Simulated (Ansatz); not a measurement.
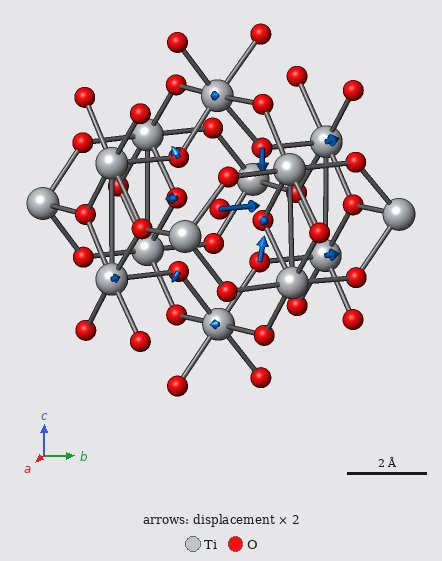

A relaxation of a defect cell of composition Ti₂₃O₄₉. The starting structure is drawn; blue arrows show the displacements, magnified 2 times.

The picture is a ball-and-stick view of the atoms within 5.0 Å of the atom that moves most (axes of the cell of the calculation (origin shifted)), seen slightly off an axis.

Theory: Ansatz, DFT, PBEsol, PAW, plane waves. (plane-wave cutoff 420 eV; k-point mesh 1 × 1 × 1; mesh shifted by (0.25, 0.25, 0.25); no spin polarisation; atoms relaxed in a fixed cell; force threshold 0.03 eV/Å; at most 80 steps)

Which element moves most?

Oxygen: up to 0.62 Å, against 0.27 Å for titanium.

Describe the change and its energy.

The atom that moves furthest is an O atom (0.62 Å along [−1 1 0]). Largest moves by element: O 0.62 Å, Ti 0.27 Å. The cell doesn't change. Among the contacts that change: O–O 1.939 → 1.310 Å, O–Ti 1.957 → 2.340 Å, O–Ti 1.984 → 2.345 Å, O–Ti 1.961 → 2.188 Å. New bonds form, among them: O–O (1.93 → 1.31 Å), O–O (1.94 → 1.31 Å). Among the angles between lasting bonds that change: Ti–O–Ti 132.9° → 120.1°, Ti–O–Ti 130.4° → 119.9°, Ti–O–Ti 96.2° → 104.1°. Over 14 geometry steps the energy falls by 4.023 eV per cell of the calculation. The largest force component goes from 1.2 to 0.029 eV/Å.
